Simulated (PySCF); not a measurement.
## Excited-state calculation of C$_{6}$H$_{15}$N

C$_{6}$H$_{15}$N (triethylamine), computed with TDDFT PBE0/def2-SVPD, vertical, gas phase, core orbitals frozen in the response (PySCF 2.14.0).

The geometry comes from this level: PBE0-D3(BJ)/def2-SVP.

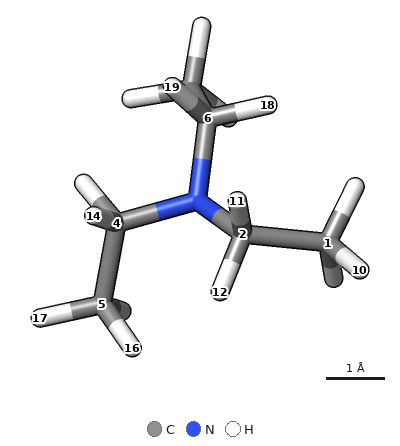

*The input geometry (stick view, seen at a tilt; atoms are numbered from 1 in the order of the input).*

Input file:
```
{"job": {"kind": "uv", "xc": "PBE0", "basis": "def2-SVPD", "ip": true}, "charge": 0, "multiplicity": 1}
C     -2.048305     1.377274    -0.107995
C     -0.713692     1.145965     0.578626
N      0.008808     0.000026     0.060991
C      1.443251     0.107213     0.246602
C      2.109239     1.052848    -0.737550
C     -0.527093    -1.264091     0.527859
C     -0.250589    -2.420064    -0.417375
H     -2.741292     0.533847     0.034100
H     -1.900966     1.509907    -1.190194
H     -2.541090     2.276436     0.292688
H     -0.858732     1.069007     1.681418
H     -0.088369     2.038836     0.425401
H      1.879465    -0.894296     0.111138
H      1.694979     0.402936     1.291699
H      1.908811     0.729879    -1.770021
H      1.744141     2.086176    -0.634009
H      3.198679     1.073617    -0.580878
H     -1.617658    -1.154626     0.629416
H     -0.155436    -1.508491     1.550182
H      0.827117    -2.607752    -0.540599
H     -0.703466    -3.349362    -0.038997
H     -0.667905    -2.205434    -1.412496
```

The first line tells a small driver script what to run in PySCF; the rest is the geometry in Å.

Command:
```bash
OMP_NUM_THREADS=1 python <driver script> task.json out
```

Output:
```
coarse grid: 16880 points
cycle   1  E = -291.7707042266  dE =  3.791e-01  |g| = 4.159e-01  |ddm| = 6.482e+00
cycle   2  E = -291.7588783589  dE =  1.183e-02  |g| = 4.800e-01  |ddm| = 1.530e+00
cycle   3  E = -291.8198923515  dE = -6.101e-02  |g| = 5.446e-02  |ddm| = 8.039e-01
cycle   4  E = -291.8202948655  dE = -4.025e-04  |g| = 3.391e-02  |ddm| = 1.185e-01
cycle   5  E = -291.8205451522  dE = -2.503e-04  |g| = 3.173e-03  |ddm| = 5.121e-02
cycle   6  E = -291.8205473324  dE = -2.180e-06  |g| = 6.524e-04  |ddm| = 8.458e-03
final grid: 158824 points
cycle   7  E = -291.8616190168  dE = -6.240e-05  |g| = 9.021e-03  |ddm| = 1.707e-01
cycle   8  E = -291.8616112833  dE =  7.733e-06  |g| = 1.051e-02  |ddm| = 3.243e-02
cycle   9  E = -291.8616409315  dE = -2.965e-05  |g| = 9.846e-04  |ddm| = 1.662e-02
cycle  10  E = -291.8616411332  dE = -2.017e-07  |g| = 3.034e-04  |ddm| = 1.881e-03
cycle  11  E = -291.8616411521  dE = -1.891e-08  |g| = 4.447e-05  |ddm| = 5.156e-04
cycle  12  E = -291.8616411526  dE = -4.876e-10  |g| = 9.202e-06  |ddm| = 1.530e-04
```

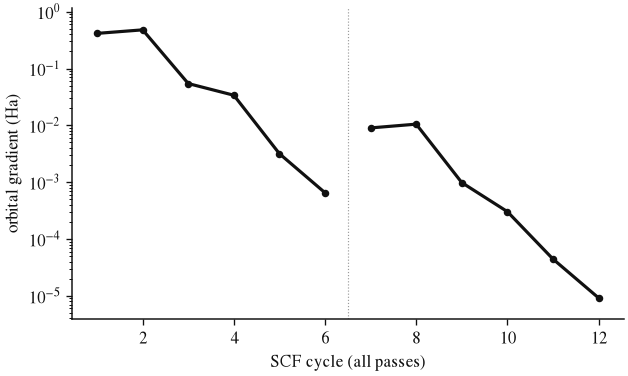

*Convergence of the self-consistent field: orbital gradient against the SCF cycle. The dotted line marks the change from a coarse to the final integration grid.*

The first 6 cycles use a coarse grid, the final grid takes over at cycle 7, and the field converges after 12 cycles in all.

```
converged SCF energy = -291.8616411526

Static polarisability (au): isotropic 86.891, principal 79.445 90.602 90.625

Singlet excitations
state   eV       nm        f      main configurations
  1   5.9159    209.6   0.00543   H->L 0.99
  2   6.2155    199.5   0.04561   H->L+1 0.95
  3   6.2164    199.4   0.04562   H->L+2 0.95
  4   6.3941    193.9   0.15409   H->L+3 0.99
  5   7.1513    173.4   0.01238   H->L+4 0.64, H->L+5 0.33
  6   7.1519    173.4   0.01237   H->L+5 0.64, H->L+4 0.33
  7   7.6649    161.8   0.03505   H->L+6 0.97
  8   7.6682    161.7   0.03484   H->L+7 0.97
  9   7.9063    156.8   0.00470   H->L+8 0.81, H->L+9 0.14
 10   8.1173    152.7   0.00344   H->L+10 0.87, H->L+11 0.10

Triplet excitations (Tamm-Dancoff, eV): 5.6768 6.1495 6.1501 6.2144
Vertical ionisation energy (delta-SCF) = 7.8688 eV
```

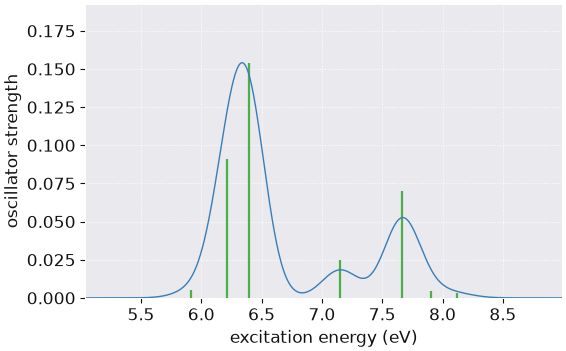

*Computed excitations as sticks (degenerate states added up, dark ones marked on the axis), with a Gaussian envelope of 0.35 eV full width at half maximum, scaled to the tallest.*

Of the 10 states the lowest lies at 5.92 eV (f = 0.005); the strongest line is at 6.39 eV, or 194 nm (f = 0.154).

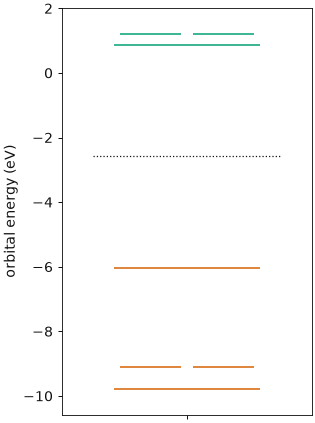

*Orbital energies near the frontier; the dotted line parts filled from empty levels, and levels within 0.02 eV of each other stand side by side.*

Highest filled −6.03 eV, lowest empty 0.87 eV, 6.90 eV apart.

Results in brief:

- outcome: converged
- total energy: −291.861641 hartree
- HOMO: −6.03 eV
- LUMO: 0.87 eV
- dipole moment: 0.47 D
- mean polarisability: 86.89 a.u.
- vertical ionisation energy: 7.87 eV
- lowest singlet excitation: 5.92 eV
- hardware: 1 CPU thread, shared host
- wall time: 70 s
- peak memory: 1.4 GiB
